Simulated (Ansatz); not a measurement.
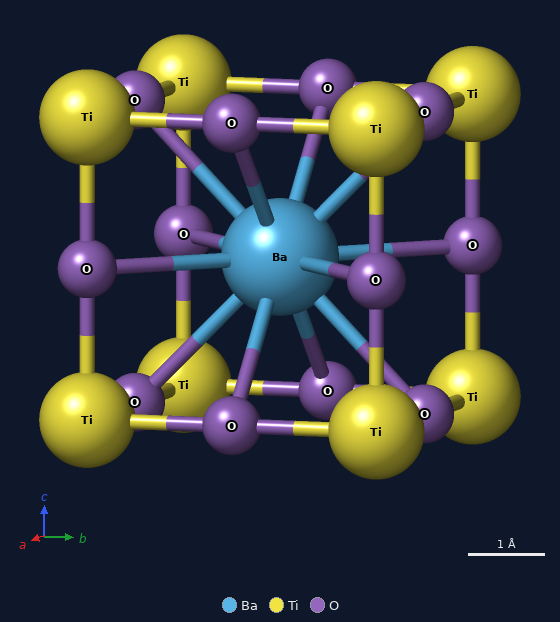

Fig. 1: The input geometry (ball-and-stick view of the cell of the calculation, seen slightly off an axis).

## Band-structure calculation, with input and output: BaTiO$_{3}$

- system: BaTiO$_{3}$ (5 atoms in the cell)
- method: DFT with r2SCAN, PAW plane waves, no spin polarisation (Ansatz 0.2.0)

The structure derives from an entry of the Crystallography Open Database. It belongs to a series of runs on one base structure; here: semilocal partner. Figures and captions count atoms from 1; the log counts them from 0 in places.

Output
```
Engine: ansatz 0.2.0, aarch64-unknown-linux-gnu
Pseudopotentials: kind: paw
Pseudopotential: Ba, paw, valence charge 10, recommended cutoff 500 eV (meta_gga), Ba.paw.azcp
Pseudopotential: Ti, paw, valence charge 12, recommended cutoff 500 eV (meta_gga), Ti.paw.azcp
Pseudopotential: O, paw, valence charge 6, recommended cutoff 500 eV (meta_gga), O.paw.azcp
Functional definition: r2SCAN
  parameter k0 = 0.174
  parameter k1 = 0.065
  parameter a1 = 4.9479
  exchange = r2scan_x(k0 = k0, k1 = k1, a1 = a1)
  correlation = r2scan_c
Crystal: 5 atoms, lattice volume = 65.444 Å³
Basis set: ecut = 500 eV, 1647 PW (Γ), exchange–correlation on 120×120×120 points (64 copies of the dense FFT grid, shifted against one another)
Bands: 25, of which v1, the nominal top of the filled ones, is band 20 counted from 1 (19 counted from 0)
Symmetry: 48 space group operations
Space group: Pm-3m (ITA 221), of the structure as read, at distance tolerance 1.2e-3 Å
k-points: 20 of 216
Non-local potential: Ba, projectors of the file, l = 0: 3, l = 1: 2, l = 2: 2, l = 3: 2
Non-local potential: Ti, projectors of the file, l = 0: 3, l = 1: 2, l = 2: 3, l = 3: 1
Non-local potential: O, projectors of the file, l = 0: 2, l = 1: 2, l = 2: 1
PAW form: soft (Blöchl's): semilocal exchange-correlation on the pseudo side does not see the compensation charge
PAW frozen core: Ba, regenerated for the run's functional (the file was generated under x = pbe(κ = 0.804, μ = 0.2195149727645171), c = pbe(β = 0.06672455060314922))
PAW frozen core: Ti, regenerated for the run's functional (the file was generated under x = pbe(κ = 0.804, μ = 0.2195149727645171), c = pbe(β = 0.06672455060314922))
PAW frozen core: O, regenerated for the run's functional (the file was generated under x = pbe(κ = 0.804, μ = 0.2195149727645171), c = pbe(β = 0.06672455060314922))
PAW one-centre angular grid: Ba, 302 points (default); XC on 160 Gauss nodes
PAW one-centre angular grid: Ti, 590 points (default); XC on 160 Gauss nodes
PAW one-centre angular grid: O, 302 points (default); XC on 160 Gauss nodes
Initial density: read from a saved state, or passed on in memory by an earlier SCF of this step, an earlier step, the calling program or the single point that the run made first
Initial wavefunctions: pseudopotential atomic-orbital guess
Functional: x = r2scan, c = r2scan; τ floored in thin density (d = 2e-4 eV/Å³)
iter 1 solved again at ethr=3.01e-7 eV; its pass at ethr=3.10e-3 eV (dr2=1.20e-4 eV) is discarded
SCF iter   1: F=-10183.767148 eV  HF=-10183.745335 eV  |F-HF|=2.18e-2  |Δ(HF+E_count)|=         —  Δρ=1.03e-3  dr2=1.47e-4  dr2_τ=1.06e-2  ethr=3.01e-7  ⟨swp⟩=2.3  Hψ=3794  notcnv=0
preconditioner: auto → Resta (q_TF=auto, 2.513 Å⁻¹)  ε∞=5.4  [insulator: Δε(μ)=2.097 eV  Ē_g=12.333 eV  σ=0.015 eV  W_gap=1.00  n_scr=18 (ndim 8)  ℏωp=26.0 eV  f_vac=0.000  D(μ)=0.00/eV (n_scr^D=0)  ε∞_Penn≈5.4]
SCF iter   2: F=-10183.768008 eV  HF=-10183.767915 eV  |F-HF|=9.33e-5  |Δ(HF+E_count)|=   2.26e-2  Δρ=6.65e-4  dr2=1.17e-4  dr2_τ=7.58e-5  ethr=3.01e-7  ⟨swp⟩=2.1  Hψ=1083  notcnv=0
SCF iter   3: F=-10183.768064 eV  HF=-10183.767983 eV  |F-HF|=8.04e-5  |Δ(HF+E_count)|=   6.83e-5  Δρ=4.05e-4  dr2=2.21e-5  dr2_τ=3.39e-5  ethr=2.92e-7  ⟨swp⟩=2.1  Hψ=855  notcnv=0
SCF iter   4: F=-10183.768067 eV  HF=-10183.768065 eV  |F-HF|=2.69e-6  |Δ(HF+E_count)|=   8.14e-5  Δρ=1.10e-4  dr2=4.73e-6  dr2_τ=2.05e-6  ethr=5.51e-8  ⟨swp⟩=2.0  Hψ=880  notcnv=0
SCF iter   5: F=-10183.768068 eV  HF=-10183.768068 eV  |F-HF|=2.77e-8  |Δ(HF+E_count)|=   3.33e-6  Δρ=7.86e-5  dr2=2.47e-6  dr2_τ=5.11e-7  ethr=1.18e-8  ⟨swp⟩=2.4  Hψ=825  notcnv=0
SCF iter   6: F=-10183.768069 eV  HF=-10183.768069 eV  |F-HF|=6.30e-8  |Δ(HF+E_count)|=   1.17e-6  Δρ=1.54e-5  dr2=6.93e-8  dr2_τ=3.43e-8  ethr=2.50e-10  ⟨swp⟩=6.7  Hψ=3313  notcnv=0
SCF 1 converged in 6 iterations: F = -10183.768069 eV  dr2 = 6.93e-8
  greatest PAW one-centre occupation: 0.999 electrons in one spin orbital (limit 2), on the Ti atom at site 1 (counted from 0), in its partial waves of l = 0
```

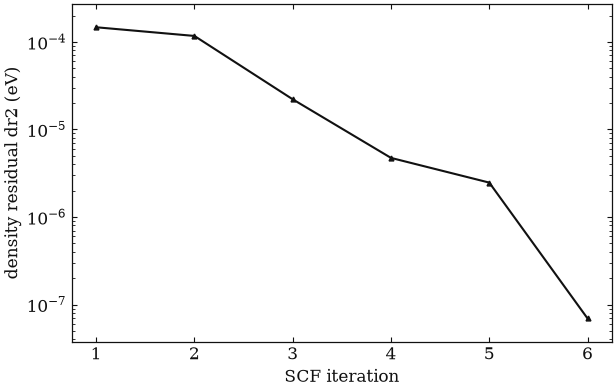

Fig. 2: Convergence of the self-consistent field: density residual dr2 against the SCF iteration. The residual falls at every step.

```
NSCF: frozen V_eff on 57 k-points
SCF converged after 6 iterations
Free energy (F): -10183.768069 eV
Harris-Foulkes:  -10183.768069 eV  (|F-HF|=6.30e-8)
Internal energy: -10183.768069 eV  (E = F + TS)
E sigma→0 (E₀):  -10183.768069 eV
Fermi energy:    10.759690 eV
--- Per-component energies (eV) ---
  E_band       = -185.997487
  E_kinetic    = 970.833949
  E_local      = -2115.990120  (includes V_loc(G=0)·N_el)
  E_nonlocal   = 199.102819
  E_hartree    = 823.338117
  E_xc         = -474.645578
  E_vxc        = -603.305761  (∫ρ·V_xc dr)
  E_paw        = -6784.406717  (= ΣΔE_a)
  E_vpaw       = -320.072600  (= ΣTr[D̂ρ^β])
  E_aug_tail   = 0.003313  (compensation charges beyond the density's cutoff)
  E_vtau       = 36.764788  (kinetic-family band-sum trace: ∫τ·v_τ [+ j·A + Jᵃ·Aᵃ] dr)
  E_ewald      = -2801.724987
  E_core_change = -0.278864  (= ΣΔE_core)
  E_smearing   = -0.000000  (= −TS)
  E_closure    = 0.000000  (closes the sum)
  Σ components = -10183.768069   (vs F -10183.768069, Δ=0.00e0)
--- Forces (eV/Å), atoms counted from 1 ---
  atom   1  Ba     0.00000000    -0.00000000     0.00000000
  atom   2  Ti    -0.00000000    -0.00000000    -0.00000000
  atom   3  O      0.00000000    -0.00000000     0.00000000
  atom   4  O      0.00000000     0.00000000     0.00000000
  atom   5  O      0.00000000    -0.00000000    -0.00000000
  max |Σ_I F_I| component: 4.05e-29 eV/Å
--- Stress (GPa, compression-positive) ---
       -4.559831       0.000000       0.000000
        0.000000      -4.559831       0.000000
        0.000000       0.000000      -4.559831
  P = ⅓ Tr σ = -4.5598 GPa (-45.598 kbar)
--- Band table (eV; the first three rows and the last of 20) ---
  k-point 0: bands = ["-49.2560", "-24.3827", "-24.3827", "-24.3827", "-15.6447", "-8.0734", "-7.4387", "-7.4387", "-0.4184", "-0.4184", "-0.4184", "7.3710", "7.3710", "7.3710", "8.5998", "8.5998", "8.5998", "9.5720", "9.5720", "9.5720", "11.8121", "11.8121", "11.8121", "13.8052", "13.8052"]
  k-point 1: bands = ["-49.2558", "-24.3954", "-24.3823", "-24.3823", "-15.6156", "-8.0872", "-7.4317", "-7.4086", "-0.3788", "-0.3788", "-0.3278", "6.9400", "7.3062", "7.3062", "8.3483", "8.3483", "8.4025", "8.9673", "9.3942", "9.3942", "11.8399", "12.2886", "12.2886", "13.8063", "14.5019"]
  k-point 2: bands = ["-49.2554", "-24.4207", "-24.3813", "-24.3813", "-15.5562", "-8.1928", "-7.4176", "-7.2548", "-0.2965", "-0.2965", "-0.1487", "6.0961", "7.1078", "7.1078", "8.0195", "8.0195", "8.0533", "8.1549", "9.1221", "9.1221", "11.8970", "13.0842", "13.0842", "13.8085", "15.4825"]
  k-point 19: bands = ["-49.2536", "-24.4282", "-24.4282", "-24.4282", "-15.3870", "-7.2133", "-7.2133", "-7.2133", "-1.0871", "-1.0871", "-1.0871", "5.2249", "5.8439", "5.8439", "7.3361", "7.3361", "7.3361", "9.7073", "9.7073", "9.7073", "14.1141", "14.1141", "14.1141", "17.1240", "17.1240"]
--- Löwdin populations: 5 sites ---
  site symbol       q [e]
     0     Ba      8.2200
     1     Ti     10.6727
     2      O      6.9222
     3      O      6.9222
     4      O      6.9222
  spilling = 0.008514 (of n_electrons = 40.000000)
--- Bader charges: 5 sites ---
  site symbol  charge [e]  shift [e]
     0     Ba      1.5794     0.0000
     1     Ti      2.3183     0.0020
     2      O     -1.2992     0.0007
     3      O     -1.2993     0.0007
     4      O     -1.2993     0.0007
  estimated error of the sums over rays = 3.4e-4 e
```

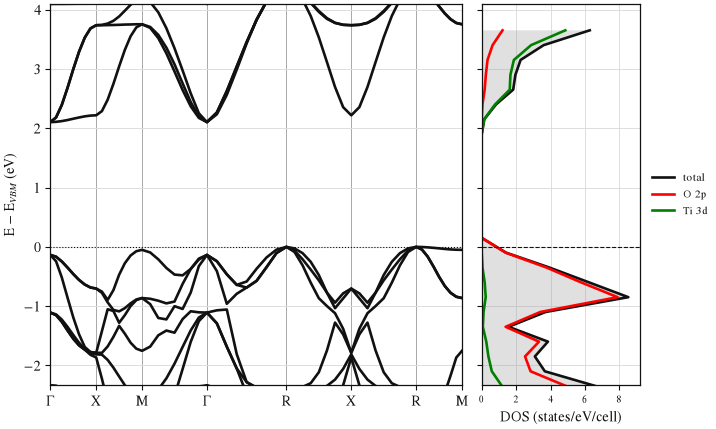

Fig. 3: Band structure along Γ–X–M–Γ–R–X–R–M and density of states (projected on Löwdin-orthogonalised atomic shells), with energies from the valence-band top. There is a gap of 2.10 eV on this path, indirect, from R to Γ.

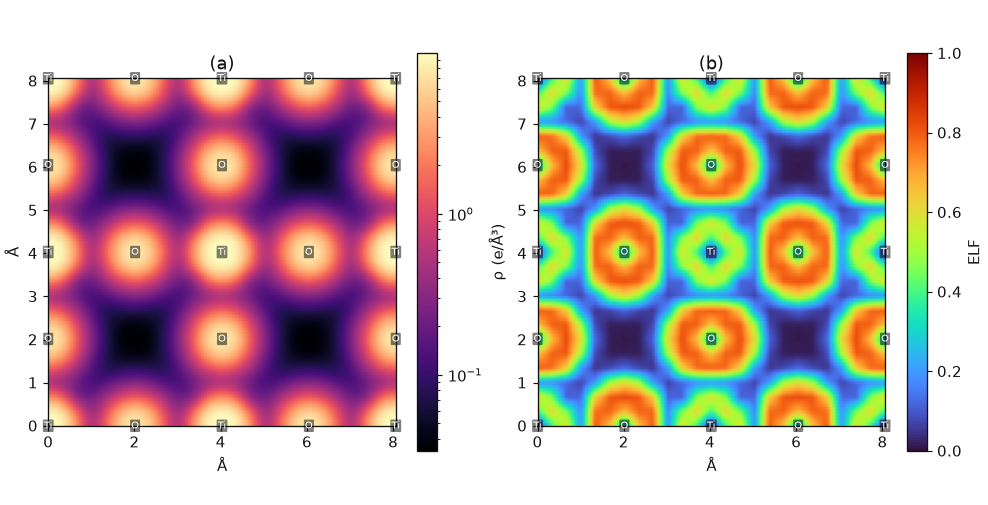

Fig. 4: (a) valence pseudo-density; (b) electron localisation function on the plane of lattice vectors 2 and 3 of the input at fractional height 0.000 along vector 1, 2 × 2 cells, interpolated from points about 0.3 Å apart. The plane passes within 0.2 Å of Ti and O sites. The density in this plane falls to 0.034 e/Å³ at its lowest. The fields are smooth PAW fields, not the true ones close to the nuclei.

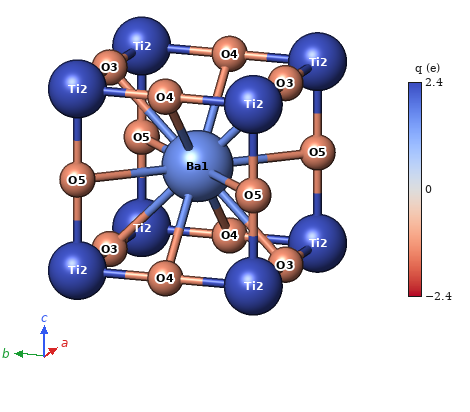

Fig. 5: Bader charges, as the colour of each atom (ball-and-stick view of the cell of the calculation, seen at an oblique angle; atoms are numbered from 1 in the order of the input). By element: Ba +1.58, Ti +2.32 and O −1.30 e.

This output came from the following input.

The input
```yaml
crystal:
  lattice:
    - [4.02985136, 0.0, 0.0]
    - [0.0, 4.02985136, 0.0]
    - [0.0, 0.0, 4.02985136]
  atoms:
    - { symbol: Ba, position: [0.5, 0.5, 0.5] }
    - { symbol: Ti, position: [0.0, 0.0, 0.0] }
    - { symbol: O, position: [0.5, 0.0, 0.0] }
    - { symbol: O, position: [0.0, 0.5, 0.0] }
    - { symbol: O, position: [0.0, 0.0, 0.5] }
  symmetry: { tolerance: 0.0003 }
kpoints:
  mp_grid: { grid: [6, 6, 6], shift: [0, 0, 0] }
  band_path:
    path:
      - [0.0, 0.0, 0.0]
      - [0.0, 0.5, 0.0]
      - [0.5, 0.5, 0.0]
      - [0.0, 0.0, 0.0]
      - [0.5, 0.5, 0.5]
      - [0.0, 0.5, 0.0]
      - [0.5, 0.5, 0.5]
      - [0.5, 0.5, 0.0]
    npoints: 8
magnetization:
  spin_polarized: false
scf:
  occupations: { method: gaussian, width: 0.0148 }
  lower_state_search: "off"
  max_iter: 200
hamiltonian:
  pseudopotentials: { kind: paw }
  xc: r2scan
basis:
  ecutwfc: 500
  fft_grid_basis: typed
output:
  forces: true
  stress: true
  eigenvalues: true
  bader: true
  populations: true
  elf: true
  write_potential: true
  volumetric_format: npy
  dos:
    e_range: [-12, 8]
    de: 0.05
    projected: { site_lists: { Ba: [Ba], O: [O], Ti: [Ti] } }
checkpoint:
  read: saved_state
```

Results in brief

```csv
quantity,value
outcome,converged
space group (tolerance 0.01 Å),Pm-3m (221)
electrons treated,40
free energy,−10183.7681 eV
Fermi energy,10.760 eV
gap on the k-point mesh,2.10 eV
pressure,−4.56 GPa
largest force (length of the vector),under 0.001 eV/Å
hardware,"1 thread of an Arm (aarch64) CPU, shared host"
wall time,38 s
peak memory,0.48 GiB
```
